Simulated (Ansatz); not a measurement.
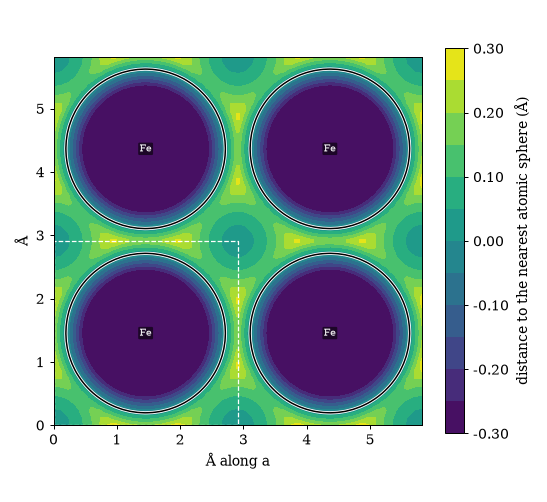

Map of the distance to the nearest atomic sphere in AlFe in space group Pm-3m, computed on the section z = 0.500 (parallel to a and b; the dashed line is one cell). The black line marks the spheres' surfaces; positive values are empty space; unlabelled circles belong to atoms above or below the section.

Hard-sphere model; metallic radii: Al 1.43 Å, Fe 1.26 Å.

The cell is taken from a calculation's input that goes back to an entry of the Crystallography Open Database (an earlier step may have relaxed or displaced it).

Space group Pm-3m (No. 221). a = 2.910 Å, b = 2.910 Å, c = 2.910 Å, α = 90.00°, β = 90.00°, γ = 90.00°
| atom | site | symmetry | x | y | z |
| --- | --- | --- | --- | --- | --- |
| Al | 1a | m-3m | 0.0000 | 0.0000 | 0.0000 |
| Fe | 1b | m-3m | 0.5000 | 0.5000 | 0.5000 |

### Where is the largest hole in this section, and how large is it?

At 0.000, 0.316, 0.500 (fractional), where the distance reaches 0.29 Å; it is enclosed by 2 Fe + 2 Al in a distorted tetrahedral arrangement. It is the largest hole of the crystal.

### How much of the crystal lies outside the spheres?

About 18 % of the cell's volume, and 42 % of this section's area.

### What can pass through?

The largest sphere that fits anywhere has a diameter of 0.58 Å; the largest that can travel through the crystal, about 0.3 Å.
